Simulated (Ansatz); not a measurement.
## Run report: Cs$_{2}$AgBiBr$_{6}$, geometry relaxation (part 2 of 2)

Continued. System: Cs$_{2}$AgBiBr$_{6}$ (Fm-3m, 10 atoms in the cell). Method: DFT PBE, scalar-relativistic, plane waves, PAW, no spin polarisation (Ansatz 0.2.0); cutoff 420 eV, 4×4×4 k-mesh, Gaussian smearing of 0.02 eV. The structure derives from an entry of the Crystallography Open Database.

Geometry of the input (Å; fractional positions):
```
0.0000  5.6161  5.6161
5.6161  0.0000  5.6161
5.6161  5.6161  0.0000
Cs 0.2500  0.2500  0.2500
Cs 0.7500  0.7500  0.7500
Ag 0.5000  0.5000  0.5000
Bi 0.0000  0.0000  0.0000
Br 0.2505  0.7494  0.2505
Br 0.2505  0.7494  0.7494
Br 0.7494  0.2505  0.7494
Br 0.7494  0.2505  0.2505
Br 0.2505  0.2505  0.7494
Br 0.7494  0.7494  0.2505
```

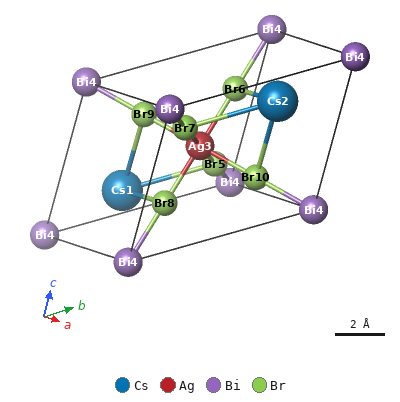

The geometry at step 2 of the log (ball-and-stick view of the cell of the calculation, seen slightly off an axis; atoms are numbered from 1 in the order of the input).

The program's output, continued:
```
SCF iter   1: F=—  HF=-48039.170918 eV  |F-HF|=—  |Δ(HF+E_count)|=         —  Δρ=3.28e-4  dr2=5.86e-4  ethr=5.17e-7  ⟨swp⟩=3.4  Hψ=2318  notcnv=0
preconditioner: auto → Resta (q_TF=auto, 2.163 Å⁻¹)  ε∞=3.6  [insulator: Δε(μ)=1.332 eV  Ē_g=9.984 eV  σ=0.020 eV  W_gap=1.00  n_scr=58 (ndim 8)  ℏωp=16.2 eV  f_vac=0.048  D(μ)=0.00/eV (n_scr^D=0)  ε∞_Penn≈3.6]
SCF iter   2: F=—  HF=-48039.170793 eV  |F-HF|=—  |Δ(HF+E_count)|=   1.25e-4  Δρ=1.49e-4  dr2=1.10e-4  ethr=5.17e-7  ⟨swp⟩=2.0  Hψ=614  notcnv=0
SCF iter   3: F=—  HF=-48039.170643 eV  |F-HF|=—  |Δ(HF+E_count)|=   1.50e-4  Δρ=7.09e-5  dr2=3.84e-5  ethr=1.17e-7  ⟨swp⟩=2.5  Hψ=818  notcnv=0
SCF iter   4: F=—  HF=-48039.170630 eV  |F-HF|=—  |Δ(HF+E_count)|=   1.31e-5  Δρ=2.41e-5  dr2=3.11e-6  ethr=4.08e-8  ⟨swp⟩=2.0  Hψ=681  notcnv=0
SCF iter   5: F=—  HF=-48039.170630 eV  |F-HF|=—  |Δ(HF+E_count)|=   4.90e-7  Δρ=9.03e-6  dr2=2.56e-7  ethr=3.31e-9  ⟨swp⟩=2.0  Hψ=824  notcnv=0
SCF iter   6: F=-48039.170630 eV  HF=-48039.170630 eV  |F-HF|=7.36e-9  |Δ(HF+E_count)|=   1.27e-7  Δρ=1.35e-6  dr2=9.11e-9  ethr=1.76e-10  ⟨swp⟩=14.1  Hψ=3718  notcnv=0
SCF 4 converged in 6 iterations: F = -48039.170630 eV  dr2 = 9.11e-9
relax step   4: F+E_penalty+E_count = -48039.17062998 eV  Δ(F+E_penalty+E_count) = -1.677e-3 eV  max|allowed force component| = 6.586e-4 eV/Å  Δτ_max = 0.0093 Å  P = -0.028 GPa  Ω = 378.636 Å³  energy of the carried Pulay correction = -2.018e-3 eV  (6 SCF iters, dr2 threshold 1.65e-7 eV, accepted)
Basis set: ecut = 420 eV, 7391 PW (Γ), exchange–correlation on 120×120×120 points (8 copies of the dense FFT grid, shifted against one another)
Initial wavefunctions: pseudopotential atomic-orbital guess (no wavefunctions were taken with the density)
iter 1 solved again at ethr=4.63e-7 eV; its pass at ethr=3.10e-3 eV (dr2=4.35e-4 eV) is discarded
SCF iter   1: F=—  HF=-48039.169849 eV  |F-HF|=—  |Δ(HF+E_count)|=         —  Δρ=1.38e-4  dr2=3.40e-6  ethr=4.63e-7  ⟨swp⟩=4.4  Hψ=3900  notcnv=0
preconditioner: auto → Resta (q_TF=auto, 2.163 Å⁻¹)  ε∞=3.6  [insulator: Δε(μ)=1.327 eV  Ē_g=9.982 eV  σ=0.020 eV  W_gap=1.00  n_scr=58 (ndim 8)  ℏωp=16.2 eV  f_vac=0.050  D(μ)=0.00/eV (n_scr^D=0)  ε∞_Penn≈3.6]
SCF iter   2: F=—  HF=-48039.171650 eV  |F-HF|=—  |Δ(HF+E_count)|=   1.80e-3  Δρ=6.91e-5  dr2=8.75e-7  ethr=3.62e-9  ⟨swp⟩=2.1  Hψ=833  notcnv=0
SCF iter   3: F=—  HF=-48039.172266 eV  |F-HF|=—  |Δ(HF+E_count)|=   6.16e-4  Δρ=1.47e-5  dr2=1.20e-7  ethr=9.31e-10  ⟨swp⟩=2.0  Hψ=692  notcnv=0
SCF iter   4: F=—  HF=-48039.172290 eV  |F-HF|=—  |Δ(HF+E_count)|=   2.38e-5  Δρ=1.43e-6  dr2=1.72e-9  ethr=1.28e-10  ⟨swp⟩=2.0  Hψ=832  notcnv=0
SCF iter   5: F=—  HF=-48039.172290 eV  |F-HF|=—  |Δ(HF+E_count)|=   1.37e-7  Δρ=2.43e-7  dr2=1.74e-10  ethr=1.83e-12  ⟨swp⟩=2.0  Hψ=695  notcnv=0
SCF iter   6: F=-48039.172290 eV  HF=-48039.172290 eV  |F-HF|=1.82e-10  |Δ(HF+E_count)|=  2.26e-10  Δρ=6.70e-8  dr2=2.51e-11  ethr=1.00e-12  ⟨swp⟩=11.4  Hψ=2846  notcnv=0
SCF 5 converged in 6 iterations: F = -48039.172290 eV  dr2 = 2.51e-11
relax step   5: F+E_penalty+E_count = -48039.17229035 eV  Δ(F+E_penalty+E_count) = -1.660e-3 eV  max|allowed force component| = 8.071e-4 eV/Å  Δτ_max = 0.0000 Å  P = -0.033 GPa  Ω = 378.636 Å³  stress off target by 3.32e-2 GPa  SCF on the basis re-selected at this cell (its energy is not comparable with the rows above)  (6 SCF iters)
basis re-selected at this cell: Δ(F+E_penalty+E_count) = -1.660e-3 eV, ΔP = -0.005 GPa vs the last step (what re-selecting the basis moved, of the pressure what is left beyond the Pulay correction that the steps carried, after the strain that the cell walked since its last selection, with what the two solves' SCF thresholds leave and, on support functions, any second-order correction that the steps lacked; it is no measure of the basis error at this ecutwfc). The dense FFT grid was sized anew with the basis: this SCF ran on 60×60×60 points, the steps before it on 54×54×54, so part of this shift can come from that change (see relax.cell in the input reference). This SCF's stress stands 3.32e-2 GPa from its target on what of the cell is left free (relax.cell.stress_tol is 5.00e-2 GPa) and its largest allowed force component is 8.07e-4 eV/Å (relax.f_tol is 5.00e-3 eV/Å): within both
SCF converged after 6 iterations
Free energy (F): -48039.172290 eV
Harris-Foulkes:  -48039.172290 eV  (|F-HF|=1.82e-10)
Internal energy: -48039.172290 eV  (E = F + TS)
E sigma→0 (E₀):  -48039.172290 eV
Fermi energy:    4.239464 eV
--- Per-component energies (eV) ---
  E_band       = -853.846797
  E_kinetic    = 1910.348987
  E_local      = -8501.654217  (includes V_loc(G=0)·N_el)
  E_nonlocal   = 1127.699445
  E_hartree    = 3336.690115
  E_xc         = -2269.969002
  E_vxc        = -1250.542758  (∫ρ·V_xc dr)
  E_paw        = -38181.048554  (= ΣΔE_a)
  E_vpaw       = -813.078667  (= ΣTr[D̂ρ^β])
  E_aug_tail   = -0.000134  (compensation charges beyond the density's cutoff)
  E_ewald      = -5461.238931
  E_smearing   = -0.000000  (= −TS)
  E_closure    = -0.000000  (closes the sum)
  Σ components = -48039.172290   (vs F -48039.172290, Δ=0.00e0)
--- Forces (eV/Å), atoms counted from 1 ---
  atom   1  Cs     0.00000000     0.00000000     0.00000000
  atom   2  Cs    -0.00000000    -0.00000000    -0.00000000
  atom   3  Ag     0.00000000    -0.00000000    -0.00000000
  atom   4  Bi    -0.00000000     0.00000000    -0.00000000
  atom   5  Br     0.00000000    -0.00080715    -0.00000000
  atom   6  Br     0.00080715     0.00000000    -0.00000000
  atom   7  Br    -0.00000000     0.00080715     0.00000000
  atom   8  Br    -0.00080715     0.00000000     0.00000000
  atom   9  Br    -0.00000000     0.00000000    -0.00080715
  atom  10  Br    -0.00000000    -0.00000000     0.00080715
  max |Σ_I F_I| component: 1.24e-17 eV/Å
--- Stress (GPa, compression-positive) ---
       -0.033176      -0.000000      -0.000000
       -0.000000      -0.033176      -0.000000
       -0.000000      -0.000000      -0.033176
  P = ⅓ Tr σ = -0.0332 GPa (-0.332 kbar)
--- Band table (eV; the first three rows and the last of 8) ---
  k-point 0: bands = ["-86.4868", "-50.0108", "-50.0108", "-50.0108", "-19.4380", "-19.4380", "-19.4135", "-19.4135", "-19.4135", "-17.0486", "-17.0444", "-10.8126", "-10.2718", "-10.2718", "-10.2718", "-10.1037", "-10.1037", "-6.6310", "-3.9115", "-3.9115", "-3.9115", "-3.8635", "-3.8635", "-3.8635", "-0.2625", "-0.2625", "-0.2625", "0.1449", "0.1449", "0.6193", "0.6193", "0.6193", "0.8136", "1.7487", "1.7487", "1.7487", "2.0499", "2.0499", "2.0499", "2.2067", "2.2067", "2.2067", "2.5916", "2.5916", "2.5916", "3.0189", "3.0189", "5.9114", "5.9114", "5.9114", "7.2844", "8.3889", "8.3889", "8.5028", "8.9306", "9.2323", "9.2323"]
  k-point 1: bands = ["-86.4868", "-50.0108", "-50.0108", "-50.0108", "-19.4380", "-19.4380", "-19.4136", "-19.4136", "-19.4135", "-17.0479", "-17.0449", "-10.7719", "-10.3335", "-10.2564", "-10.2564", "-10.1211", "-10.1211", "-6.5871", "-3.8974", "-3.8974", "-3.8791", "-3.8630", "-3.8630", "-3.8459", "-0.6211", "-0.4187", "-0.4187", "0.5284", "0.5284", "0.6236", "0.6600", "0.6600", "1.1647", "1.6592", "1.6592", "1.6845", "2.0302", "2.0302", "2.1217", "2.2092", "2.2092", "2.2156", "2.3216", "2.3216", "2.5041", "2.6864", "2.6864", "5.3891", "6.5139", "6.5139", "7.8440", "8.7089", "8.7089", "8.7582", "9.1981", "9.4612", "9.4612"]
  k-point 2: bands = ["-86.4868", "-50.0107", "-50.0107", "-50.0107", "-19.4380", "-19.4380", "-19.4135", "-19.4135", "-19.4135", "-17.0463", "-17.0463", "-10.7165", "-10.4095", "-10.2355", "-10.2355", "-10.1441", "-10.1441", "-6.5431", "-3.8734", "-3.8734", "-3.8723", "-3.8723", "-3.8373", "-3.8370", "-0.8615", "-0.5030", "-0.5030", "0.6472", "0.6918", "0.6918", "1.1288", "1.1288", "1.1514", "1.5166", "1.5166", "1.6059", "1.6059", "1.8108", "2.0381", "2.0381", "2.2928", "2.3134", "2.3134", "2.3174", "2.3239", "2.5262", "2.5262", "4.9029", "7.1115", "7.1115", "8.6250", "8.7936", "9.2074", "9.2074", "9.3933", "9.3933", "9.5392"]
  k-point 7: bands = ["-86.4868", "-50.0108", "-50.0108", "-50.0108", "-19.4381", "-19.4380", "-19.4136", "-19.4136", "-19.4135", "-17.0462", "-17.0462", "-10.6982", "-10.3529", "-10.2767", "-10.2767", "-10.1664", "-10.1288", "-6.5316", "-3.8597", "-3.8597", "-3.8587", "-3.8582", "-3.8382", "-3.8382", "-0.6450", "-0.1217", "-0.1217", "0.1253", "0.3040", "0.6402", "0.6402", "0.7409", "1.2927", "1.4531", "1.4531", "1.5987", "1.7872", "1.7872", "1.7952", "2.0946", "2.0946", "2.1475", "2.2512", "2.3675", "2.3675", "2.4938", "3.4898", "6.1587", "6.5077", "6.5077", "8.6834", "9.4021", "9.4021", "9.5608", "9.7587", "9.7591", "9.7591"]
--- Relaxed structure (4 steps of the walk, 4 accepted, 1 SCFs on fresh bases) ---
  F+E_penalty+E_count = -48039.17229035 eV   max|allowed force component| = 8.071e-4 eV/Å   (the final SCF, on the basis selected at the relaxed cell)
  cell:  # Å, volume = 378.6362 Å³
    - [8.27998081101297e-35, 5.7420113124406775, 5.7420113124406775]
    - [5.7420113124406775, 3.104991074988116e-35, 5.7420113124406775]
    - [5.7420113124406775, 5.7420113124406775, -3.9011442126856865e-35]
  atoms:
    - { symbol: Cs, position: [0.24999999999999997, 0.24999999999999997, 0.24999999999999997] }
    - { symbol: Cs, position: [0.7499999999999999, 0.7499999999999999, 0.7499999999999999] }
    - { symbol: Ag, position: [0.49999999999999994, 0.49999999999999994, 0.49999999999999994] }
    - { symbol: Bi, position: [-1.8533040465555883e-19, -6.177680155185317e-20, 6.177680155185286e-20] }
    - { symbol: Br, position: [0.2513063771690745, 0.7486936228309253, 0.25130637716907456] }
    - { symbol: Br, position: [0.25130637716907445, 0.7486936228309253, 0.7486936228309254] }
    - { symbol: Br, position: [0.7486936228309253, 0.25130637716907445, 0.7486936228309254] }
    - { symbol: Br, position: [0.7486936228309253, 0.2513063771690745, 0.25130637716907456] }
    - { symbol: Br, position: [0.2513063771690745, 0.2513063771690745, 0.7486936228309253] }
    - { symbol: Br, position: [0.7486936228309253, 0.7486936228309253, 0.25130637716907445] }
```

Trajectory as extended XYZ (Å, eV, eV/Å), 5 frames, from step=1 to step=5:
```
10
Lattice="0.0000 5.6161 5.6161 5.6161 0.0000 5.6161 5.6161 5.6161 0.0000" Properties=species:S:1:pos:R:3:forces:R:3 step=1 energy=-48039.03503 pressure_GPa=1.87
Cs    2.8081    2.8081    2.8081    0.0000   0.0000   0.0000
Cs    8.4241    8.4241    8.4241    0.0000   0.0000   0.0000
Ag    5.6161    5.6161    5.6161    0.0000   0.0000   0.0000
Bi    0.0000    0.0000    0.0000    0.0000   0.0000   0.0000
Br    5.6161    2.8142    5.6161    0.0000   0.2904   0.0000
Br    8.4180    5.6161    5.6161   -0.2904   0.0000   0.0000
Br    5.6161    8.4180    5.6161    0.0000  -0.2904   0.0000
Br    2.8142    5.6161    5.6161    0.2904   0.0000   0.0000
Br    5.6161    5.6161    2.8142    0.0000   0.0000   0.2904
Br    5.6161    5.6161    8.4180    0.0000   0.0000  -0.2904
10
Lattice="0.0000 5.7104 5.7104 5.7104 0.0000 5.7104 5.7104 5.7104 0.0000" Properties=species:S:1:pos:R:3:forces:R:3 step=2 energy=-48039.15015 pressure_GPa=0.16
Cs    2.8552    2.8552    2.8552    0.0000   0.0000   0.0000
Cs    8.5657    8.5657    8.5657    0.0000   0.0000   0.0000
Ag    5.7104    5.7104    5.7104    0.0000   0.0000   0.0000
Bi    0.0000    0.0000    0.0000    0.0000   0.0000   0.0000
Br    5.7104    2.9017    5.7104    0.0000  -0.1992   0.0000
Br    8.5192    5.7104    5.7104    0.1992   0.0000   0.0000
Br    5.7104    8.5192    5.7104    0.0000   0.1992   0.0000
Br    2.9017    5.7104    5.7104   -0.1992   0.0000   0.0000
Br    5.7104    5.7104    2.9017    0.0000   0.0000  -0.1992
Br    5.7104    5.7104    8.5192    0.0000   0.0000   0.1992
10
Lattice="0.0000 5.7277 5.7277 5.7277 0.0000 5.7277 5.7277 5.7277 0.0000" Properties=species:S:1:pos:R:3:forces:R:3 step=3 energy=-48039.16895 pressure_GPa=0.08
Cs    2.8639    2.8639    2.8639    0.0000   0.0000   0.0000
Cs    8.5916    8.5916    8.5916    0.0000   0.0000   0.0000
Ag    5.7277    5.7277    5.7277    0.0000   0.0000   0.0000
Bi    0.0000    0.0000    0.0000    0.0000   0.0000   0.0000
Br    5.7277    2.8883    5.7277    0.0000  -0.0514   0.0000
Br    8.5672    5.7277    5.7277    0.0514   0.0000   0.0000
Br    5.7277    8.5672    5.7277    0.0000   0.0514   0.0000
Br    2.8883    5.7277    5.7277   -0.0514   0.0000   0.0000
Br    5.7277    5.7277    2.8883    0.0000   0.0000  -0.0514
Br    5.7277    5.7277    8.5672    0.0000   0.0000   0.0514
10
Lattice="0.0000 5.7420 5.7420 5.7420 0.0000 5.7420 5.7420 5.7420 0.0000" Properties=species:S:1:pos:R:3:forces:R:3 step=4 energy=-48039.17063 pressure_GPa=-0.03
Cs    2.8710    2.8710    2.8710    0.0000   0.0000   0.0000
Cs    8.6130    8.6130    8.6130    0.0000   0.0000   0.0000
Ag    5.7420    5.7420    5.7420    0.0000   0.0000   0.0000
Bi    0.0000    0.0000    0.0000    0.0000   0.0000   0.0000
Br    5.7420    2.8860    5.7420    0.0000  -0.0007   0.0000
Br    8.5980    5.7420    5.7420    0.0007   0.0000   0.0000
Br    5.7420    8.5980    5.7420    0.0000   0.0007   0.0000
Br    2.8860    5.7420    5.7420   -0.0007   0.0000   0.0000
Br    5.7420    5.7420    2.8860    0.0000   0.0000  -0.0007
Br    5.7420    5.7420    8.5980    0.0000   0.0000   0.0007
10
Lattice="0.0000 5.7420 5.7420 5.7420 0.0000 5.7420 5.7420 5.7420 0.0000" Properties=species:S:1:pos:R:3:forces:R:3 step=5 energy=-48039.17229 pressure_GPa=-0.03
Cs    2.8710    2.8710    2.8710    0.0000   0.0000   0.0000
Cs    8.6130    8.6130    8.6130    0.0000   0.0000   0.0000
Ag    5.7420    5.7420    5.7420    0.0000   0.0000   0.0000
Bi    0.0000    0.0000    0.0000    0.0000   0.0000   0.0000
Br    5.7420    2.8860    5.7420    0.0000  -0.0008   0.0000
Br    8.5980    5.7420    5.7420    0.0008   0.0000   0.0000
Br    5.7420    8.5980    5.7420    0.0000   0.0008   0.0000
Br    2.8860    5.7420    5.7420   -0.0008   0.0000   0.0000
Br    5.7420    5.7420    2.8860    0.0000   0.0000  -0.0008
Br    5.7420    5.7420    8.5980    0.0000   0.0000   0.0008
```

Results in brief:

```csv
quantity,value
outcome,converged
space group (tolerance 0.01 Å),Fm-3m (225)
electrons treated,94
free energy,−48039.1723 eV
Fermi energy,4.239 eV
gap on the k-point mesh,1.33 eV
pressure,−0.03 GPa
final volume,378.64 Å³
largest force (length of the vector) at the end,0.001 eV/Å
final cell,"a = 8.120 Å, b = 8.120 Å, c = 8.120 Å, α = 60.00°, β = 60.00°, γ = 60.00°"
hardware,"2 threads of Oxide Virtual Turin-like (Zen 5), 32 GiB of memory available, shared host"
wall time,28 s (CPU time 52 s)
peak memory,0.83 GiB
```

Notes:

Spin–orbit coupling is left out, which matters for Bi.
